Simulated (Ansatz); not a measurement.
**Ta12HN: single-point calculation**

System: Ta12HN (slab, 14 atoms in the cell).
Method: DFT, PBE, dispersion d3bj, plane waves, PAW, no spin polarisation (Ansatz 0.2.0).

The structure derives from an entry of the Crystallography Open Database. Figures and captions count atoms from 1; the log counts them from 0 in places.

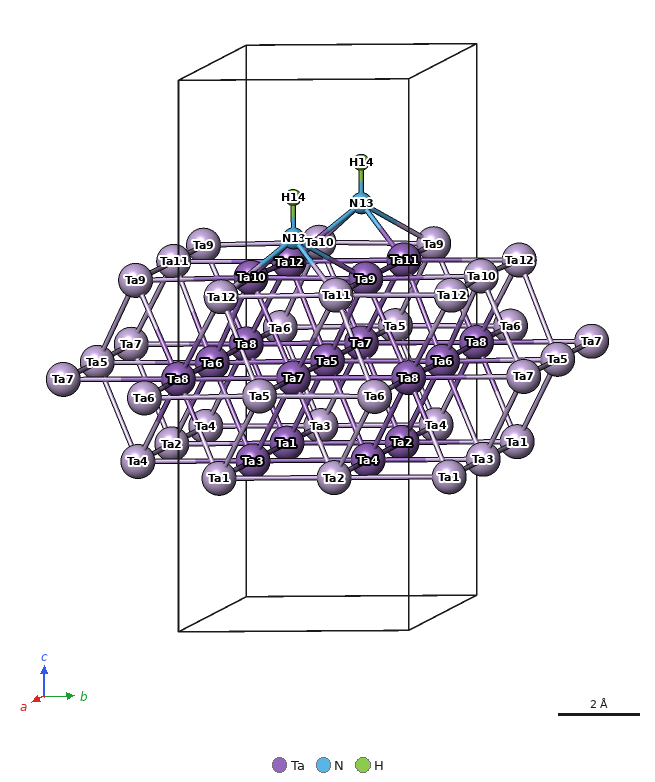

Figure 1. The structure (ball-and-stick view of the cell of the calculation, with the vacuum cut short, seen slightly off an axis; neighbours outside the cell are drawn fainter; atoms are numbered from 1 in the order of the input). An atom can appear more than once, as a periodic image.

**Results in brief**

- outcome: converged
- electrons treated: 162
- free energy: −119586.0612 eV
- Fermi energy: 2.585 eV
- gap on the k-point mesh: none (metallic)
- largest force (length of the vector): 0.174 eV/Å
- hardware: 4 threads of Intel Xeon (Granite Rapids), 32 GiB of memory available, shared host
- wall time: 19 s (CPU time 74 s)
- peak memory: 2.2 GiB

**Notes**

Spin–orbit coupling is left out, which matters for Ta.

**The input**
```yaml
crystal:
  lattice:
    - [5.6896945747, 0.0, 0.0]
    - [-1.8965648582, 5.3642954889, 0.0]
    - [0.0, 0.0, 24.6456161668]
  atoms:
    - { symbol: Ta, position: [0.25, 0.25, 0.3448889223] }
    - { symbol: Ta, position: [0.25, 0.75, 0.3448889223] }
    - { symbol: Ta, position: [0.75, 0.25, 0.3448889223] }
    - { symbol: Ta, position: [0.75, 0.75, 0.3448889223] }
    - { symbol: Ta, position: [0.5000178027, 0.4997695731, 0.4370283801] }
    - { symbol: Ta, position: [0.5002545873, -0.0001663251, 0.4357844675] }
    - { symbol: Ta, position: [6.33049e-05, 0.4998856285, 0.4375085949] }
    - { symbol: Ta, position: [0.0002893267, -3.88007e-05, 0.4370325773] }
    - { symbol: Ta, position: [0.7576729001, 0.7422409967, 0.5290085532] }
    - { symbol: Ta, position: [0.7386657341, 0.2380156526, 0.5305972056] }
    - { symbol: Ta, position: [0.2619508213, 0.7613685219, 0.5305765308] }
    - { symbol: Ta, position: [0.2429778696, 0.257123219, 0.5289944858] }
    - { symbol: "N", position: [1.0001736501, 0.4998401258, 0.5791610505] }
    - { symbol: H, position: [1.0017533711, 0.4987398338, 0.6207554042] }
basis:
  ecutwfc: 420
kpoints:
  mp_grid: { grid: [6, 6, 1] }
hamiltonian:
  xc: pbe
  dispersion: d3bj
scf:
  occupations: { method: gaussian, width: 0.1 }
output:
  forces: true
  eigenvalues: true
efield:
  axis: 3
  dipole_correction: true
  ramp_width: 0.04
```

Run as:
```bash
ansatz run input.yaml --threads 4 --pin off --max-ram 10240MiB --backend cpu --events-out ev --progress --plain --runs-dir out
```

**Log**
```
Engine: ansatz 0.2.0, x86_64-unknown-linux-gnu
Pseudopotentials: kind: paw
Pseudopotential: Ta, paw, valence charge 13, recommended cutoff 420 eV (normal), Ta.paw.azcp
Pseudopotential: N, paw, valence charge 5, recommended cutoff 420 eV (normal), N.paw.azcp
Pseudopotential: H, paw, valence charge 1, recommended cutoff 420 eV (normal), H.paw.azcp
Functional definition: PBE
  parameter kappa = 0.804
  parameter beta = 0.06672455060314922
  exchange = pbe_x(kappa = kappa, mu = beta*pi^2/3)
  correlation = pbe_c(beta = beta)
Crystal: 14 atoms, lattice volume = 752.214 Å³
Basis set: ecut = 420 eV, 14687 PW (Γ), exchange–correlation on 80×80×360 points (8 copies of the dense FFT grid, shifted against one another)
Bands: 98, of which v1, the nominal top of the filled ones, is band 81 counted from 1 (80 counted from 0)
Symmetry: 1 space group operations
Space group: P1 (ITA 1), of the structure as read, at distance tolerance 9.1e-5 Å
k-points: 20 of 36 (time reversal used)
Non-local potential: Ta, projectors of the file, l = 0: 3, l = 1: 2, l = 2: 2, l = 3: 1
Non-local potential: N, projectors of the file, l = 0: 2, l = 1: 2, l = 2: 1
Non-local potential: H, projectors of the file, l = 0: 2, l = 1: 1
PAW form: soft (Blöchl's): semilocal exchange-correlation on the pseudo side does not see the compensation charge
PAW one-centre angular grid: Ta, 590 points (default); XC on 64 Gauss nodes
PAW one-centre angular grid: N, 110 points (default); XC on 64 Gauss nodes
PAW one-centre angular grid: H, 110 points (default); XC on 64 Gauss nodes
Initial density: superposition of atomic densities (neutral atoms: chi_scale 0, normalization atom), corrected by the library's trained network
Initial wavefunctions: pseudopotential atomic-orbital guess
Functional: x = pbe(κ = 0.804, μ = 0.2195149727645171), c = pbe(β = 0.06672455060314922)
SCF iter   1: F=—  HF=-119586.158031 eV  |F-HF|=—  |Δ(HF+E_count)|=         —  Δρ=5.59e-3  dr2=4.80e0  ethr=1.77e-3  p=0.178 e·Å  D=4.28e-2 V/Å  ΔV_dip=-1.06 eV  dr2_dipole=1.58e0  V_vac-E_F(+/−)=3.83/4.89 eV  ⟨swp⟩=9.9  Hψ=10045  notcnv=0
efield: sawtooth ramp at fractional position 0.9628 (placed from the atoms, in the widest stretch of the axis that holds none; the zero of the levels goes with the place), width 0.0400; the density the first Hamiltonian is built on has a dipole p = 0.178 e·Å; the dipole correction subtracts the counter field D = 4.28e-2 V/Å, which shifts the + side's vacuum level by -1.06 eV against the − side's; the planar-averaged density in the ramp window peaks in size at 8.4e-6 e/Å³
preconditioner: auto → LDOS  [metal: Δε(μ)=0.010 eV  Ē_g=4.458 eV  σ=0.100 eV  W_gap=0.06  n_scr=108 (ndim 8)  ℏωp=11.0 eV  f_vac=0.623  D(μ)=13.21/eV (n_scr^D=74)  β→1.0]
SCF iter   2: F=—  HF=-119586.059990 eV  |F-HF|=—  |Δ(HF+E_count)|=   9.80e-2  Δρ=1.59e-3  dr2=1.05e-1  ethr=1.77e-3  p=0.144 e·Å  D=3.47e-2 V/Å  ΔV_dip=-0.85 eV  dr2_dipole=2.96e-2  V_vac-E_F(+/−)=3.90/4.75 eV  ⟨swp⟩=1.4  Hψ=2277  notcnv=0  defer=55
SCF iter   3: F=—  HF=-119586.060395 eV  |F-HF|=—  |Δ(HF+E_count)|=   4.05e-4  Δρ=3.99e-4  dr2=7.07e-3  ethr=6.48e-5  p=0.149 e·Å  D=3.59e-2 V/Å  ΔV_dip=-0.89 eV  dr2_dipole=2.06e-3  V_vac-E_F(+/−)=3.90/4.78 eV  ⟨swp⟩=2.0  Hψ=2158  notcnv=0  defer=141
SCF iter   4: F=—  HF=-119586.060927 eV  |F-HF|=—  |Δ(HF+E_count)|=   5.32e-4  Δρ=1.26e-4  dr2=1.77e-4  ethr=4.36e-6  p=0.149 e·Å  D=3.58e-2 V/Å  ΔV_dip=-0.88 eV  dr2_dipole=1.70e-5  V_vac-E_F(+/−)=3.90/4.78 eV  ⟨swp⟩=2.2  Hψ=2379  notcnv=0  defer=141
SCF iter   5: F=—  HF=-119586.061000 eV  |F-HF|=—  |Δ(HF+E_count)|=   7.36e-5  Δρ=5.59e-5  dr2=4.50e-5  ethr=1.09e-7  p=0.149 e·Å  D=3.58e-2 V/Å  ΔV_dip=-0.88 eV  dr2_dipole=1.73e-6  V_vac-E_F(+/−)=3.90/4.78 eV  ⟨swp⟩=2.9  Hψ=3626  notcnv=0  defer=141
SCF iter   6: F=—  HF=-119586.061148 eV  |F-HF|=—  |Δ(HF+E_count)|=   1.47e-4  Δρ=1.89e-5  dr2=4.64e-6  ethr=2.78e-8  p=0.149 e·Å  D=3.58e-2 V/Å  ΔV_dip=-0.88 eV  dr2_dipole=8.28e-7  V_vac-E_F(+/−)=3.90/4.78 eV  ⟨swp⟩=2.2  Hψ=2843  notcnv=0  defer=136
SCF iter   7: F=—  HF=-119586.061151 eV  |F-HF|=—  |Δ(HF+E_count)|=   2.71e-6  Δρ=6.96e-6  dr2=4.18e-7  ethr=2.86e-9  p=0.149 e·Å  D=3.58e-2 V/Å  ΔV_dip=-0.88 eV  dr2_dipole=1.62e-9  V_vac-E_F(+/−)=3.90/4.78 eV  ⟨swp⟩=2.2  Hψ=2536  notcnv=0  defer=127
SCF iter   8: F=-119586.061151 eV  HF=-119586.061151 eV  |F-HF|=8.34e-8  |Δ(HF+E_count)|=   6.44e-7  Δρ=2.47e-6  dr2=6.79e-8  ethr=6.17e-11  p=0.149 e·Å  D=3.58e-2 V/Å  ΔV_dip=-0.88 eV  dr2_dipole=2.31e-10  V_vac-E_F(+/−)=3.90/4.78 eV  ⟨swp⟩=18.0  Hψ=10614  notcnv=0
SCF 1 converged in 8 iterations: F = -119586.061151 eV  dr2 = 6.79e-8
  greatest PAW one-centre occupation: 1.000 electrons in one spin orbital (limit 2), on the Ta atom at site 0 (counted from 0), in its partial waves of l = 0
SCF converged after 8 iterations
Free energy (F): -119586.061151 eV
Harris-Foulkes:  -119586.061151 eV  (|F-HF|=8.34e-8)
Internal energy: -119585.989607 eV  (E = F + TS)
E sigma→0 (E₀):  -119586.025379 eV
Entropy (-TS):   -0.071544 eV (-5.110 meV/atom)
Fermi energy:    2.584580 eV
Dipole field:    D = 0.035850 V/Å  (p = 0.149030 e·Å, saw-weighted, corrected)
Work function:   Φ+ = 3.9001 eV   Φ− = 4.7836 eV
Levels:          The Fermi level and band energies are counted from a zero that moves with the ramp; work functions are not
--- Per-component energies (eV) ---
  E_band       = -3812.102191
  E_kinetic    = 4524.962741
  E_local      = -172102.796913  (includes V_loc(G=0)·N_el)
  E_nonlocal   = 228.455811
  E_hartree    = 83714.984061
  E_xc         = -2681.247109
  E_vxc        = -2523.977267  (∫ρ·V_xc dr)
  E_paw        = -100887.115957  (= ΣΔE_a)
  E_vpaw       = -1374.455073  (= ΣTr[D̂ρ^β])
  E_aug_tail   = 0.000611  (compensation charges beyond the density's cutoff)
  E_efield     = 0.002671  (sawtooth field / dipole correction)
  E_vefield    = 5.749781  (∫n·V_field dr)
  E_ewald      = 67622.161374
  E_disp       = -5.396897  (pairwise vdW)
  E_smearing   = -0.071544  (= −TS)
  E_closure    = -0.000000  (closes the sum)
  Σ components = -119586.061151   (vs F -119586.061151, Δ=0.00e0)
--- Forces (eV/Å), atoms counted from 1 ---
  atom   1  Ta    -0.03050008     0.02177737     0.13720487
  atom   2  Ta    -0.05563256    -0.08358405    -0.14119645
  atom   3  Ta     0.06089347     0.08053372    -0.14162539
  atom   4  Ta     0.03527843    -0.02461746     0.14118183
  atom   5  Ta     0.00567724     0.00570566    -0.00394617
  atom   6  Ta    -0.00581758     0.00111237     0.00277683
  atom   7  Ta     0.00422838    -0.00102854     0.00483044
  atom   8  Ta    -0.00694537    -0.00602851    -0.00377699
  atom   9  Ta    -0.00198636     0.00280353     0.00790704
  atom  10  Ta    -0.00859745    -0.00980414    -0.00182569
  atom  11  Ta     0.00701517     0.01077234    -0.00057085
  atom  12  Ta    -0.00537179     0.00265814     0.00174622
  atom  13  N      0.02156680    -0.01120185     0.00981109
  atom  14  H     -0.01981243     0.01090435    -0.01242277
  max |Σ_I F_I| component: 9.40e-5 eV/Å
--- Band table (eV; the first three rows and the last of 20) ---
  k-point 0: bands = ["-64.8891", "-64.8538", "-64.8490", "-64.7846", "-64.7830", "-64.7583", "-64.7465", "-64.7399", "-64.4956", "-64.4197", "-64.4125", "-64.3497", "-31.9332", "-31.9043", "-31.8943", "-31.8295", "-31.8281", "-31.8088", "-31.7888", "-31.7810", "-31.7464", "-31.5419", "-31.5077", "-31.4891", "-31.4860", "-31.4261", "-31.4253", "-31.3790", "-31.3286", "-31.1540", "-31.1501", "-31.0599", "-31.0555", "-31.0487", "-30.9961", "-30.9844", "-30.9379", "-30.9122", "-30.8142", "-30.8044", "-30.7777", "-30.7690", "-30.7429", "-30.7095", "-30.5953", "-30.5705", "-30.5420", "-30.4883", "-13.1943", "-5.2220", "-4.3903", "-2.7482", "-2.4226", "-2.0316", "-1.8816", "-1.5170", "-1.5150", "-1.2554", "-1.1237", "-1.0870", "-0.9186", "-0.8423", "-0.2599", "0.1805", "0.2966", "0.9640", "0.9906", "1.0354", "1.0492", "1.0655", "1.1129", "1.6235", "1.6778", "1.7249", "1.7598", "2.1903", "2.3564", "2.4684", "2.5238", "2.7965", "3.0935", "3.1154", "3.6352", "3.7535", "3.8427", "4.2113", "4.2564", "4.2644", "4.4013", "5.2233", "5.3742", "5.4272", "5.5352", "5.8112", "5.9470", "5.9863", "6.0539", "6.1106"]
  k-point 1: bands = ["-64.8857", "-64.8546", "-64.8447", "-64.7883", "-64.7808", "-64.7592", "-64.7482", "-64.7427", "-64.4932", "-64.4203", "-64.4118", "-64.3522", "-31.9058", "-31.8648", "-31.8582", "-31.8099", "-31.7985", "-31.7897", "-31.7635", "-31.7390", "-31.7121", "-31.5482", "-31.5222", "-31.4990", "-31.4549", "-31.4414", "-31.4141", "-31.3950", "-31.3399", "-31.1648", "-31.1367", "-31.0852", "-31.0789", "-31.0504", "-31.0319", "-30.9778", "-30.9658", "-30.9195", "-30.8361", "-30.8135", "-30.8060", "-30.7629", "-30.7501", "-30.7131", "-30.6347", "-30.5883", "-30.5701", "-30.5103", "-13.1864", "-5.0979", "-4.2278", "-2.6177", "-2.3220", "-2.0535", "-1.6624", "-1.5870", "-1.3273", "-1.1124", "-1.0131", "-0.9197", "-0.7583", "-0.7051", "-0.1708", "0.3031", "0.3523", "1.0156", "1.0345", "1.0529", "1.1556", "1.1649", "1.2005", "1.4815", "1.6439", "1.6898", "1.8931", "2.1087", "2.1344", "2.2437", "2.4265", "2.7791", "2.8577", "3.1196", "3.2813", "3.4946", "3.6045", "3.6456", "3.9594", "4.0585", "4.5752", "4.8008", "5.1953", "5.3532", "5.5267", "5.6382", "5.6698", "5.8657", "5.9655", "5.9851"]
  k-point 2: bands = ["-64.8769", "-64.8583", "-64.8329", "-64.8003", "-64.7730", "-64.7606", "-64.7526", "-64.7502", "-64.4878", "-64.4246", "-64.4072", "-64.3580", "-31.8527", "-31.7854", "-31.7708", "-31.7567", "-31.7536", "-31.7396", "-31.7009", "-31.6529", "-31.5837", "-31.5669", "-31.5494", "-31.5067", "-31.4839", "-31.4249", "-31.3884", "-31.3675", "-31.3223", "-31.2202", "-31.2058", "-31.1872", "-31.1668", "-31.0780", "-31.0727", "-30.9852", "-30.9310", "-30.9117", "-30.8887", "-30.8682", "-30.8139", "-30.7598", "-30.7579", "-30.7550", "-30.7173", "-30.7026", "-30.5825", "-30.5238", "-13.1707", "-4.8396", "-3.7631", "-2.6327", "-2.1001", "-1.9061", "-1.7289", "-1.0602", "-1.0050", "-0.8167", "-0.6393", "-0.5098", "-0.4808", "-0.2753", "-0.0419", "0.5698", "0.6355", "0.9955", "1.0385", "1.0935", "1.1229", "1.2427", "1.3097", "1.3698", "1.6704", "1.7421", "1.8837", "1.9108", "1.9888", "2.1348", "2.2556", "2.3062", "2.4926", "2.5400", "2.6277", "2.8201", "3.1121", "3.5124", "3.6472", "4.0681", "4.1910", "4.4236", "4.6526", "5.1119", "5.2668", "5.3237", "5.5347", "5.6042", "5.7434", "5.7948"]
  k-point 19: bands = ["-64.8644", "-64.8539", "-64.7962", "-64.7940", "-64.7847", "-64.7831", "-64.7706", "-64.7583", "-64.4750", "-64.4158", "-64.4124", "-64.3748", "-31.7001", "-31.6740", "-31.6459", "-31.6441", "-31.6303", "-31.6003", "-31.4730", "-31.4677", "-31.4420", "-31.4354", "-31.4168", "-31.3849", "-31.3707", "-31.3570", "-31.3276", "-31.3275", "-31.3240", "-31.3120", "-31.3050", "-31.3047", "-31.2686", "-31.2680", "-31.2139", "-31.2012", "-31.0542", "-31.0056", "-31.0021", "-30.9590", "-30.8791", "-30.8496", "-30.8388", "-30.7952", "-30.7772", "-30.7769", "-30.7539", "-30.7281", "-13.1670", "-4.7451", "-2.6160", "-2.3066", "-1.7983", "-1.7969", "-0.9957", "-0.9224", "-0.7343", "-0.7238", "-0.2577", "-0.0077", "0.1615", "0.1910", "0.9873", "0.9996", "1.0010", "1.0391", "1.1216", "1.1290", "1.3013", "1.3697", "1.5206", "1.5406", "1.7256", "1.7634", "1.7805", "2.2794", "2.3933", "2.4012", "2.5159", "2.6187", "2.6220", "2.6986", "2.7053", "2.7641", "2.9525", "3.1154", "3.5335", "3.5723", "3.6006", "3.6243", "4.2318", "4.3412", "4.5568", "4.5653", "4.6717", "4.7307", "4.7566", "4.9134"]
```

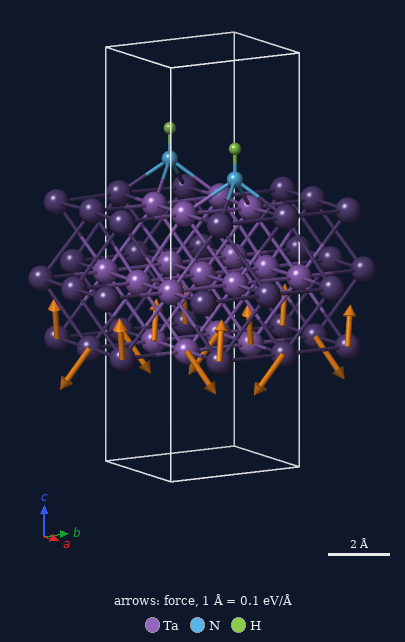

Figure 2. Forces on the atoms as orange arrows (ball-and-stick view of the cell of the calculation, with the vacuum cut short, seen slightly off an axis; neighbours outside the cell are drawn fainter); the smallest are left out. The largest act on Ta2, Ta3 (0.17 eV/Å); Ta4 (0.15 eV/Å); Ta1 (0.14 eV/Å). Atoms are counted from 1 in the order of the input and aren't labelled in the picture. The geometry is not a stationary point of this energy.

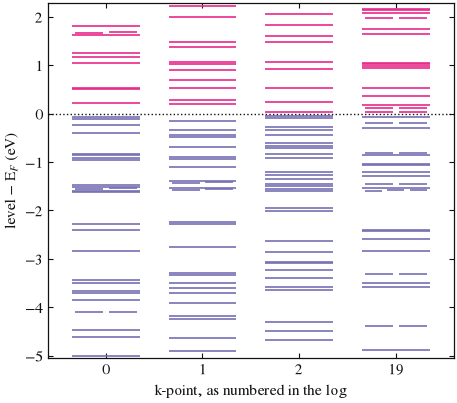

Figure 3. Kohn–Sham levels near the Fermi level (dotted) at the few k-points that the log prints; levels within 0.02 eV of each other stand side by side. The system is metallic on the full mesh.
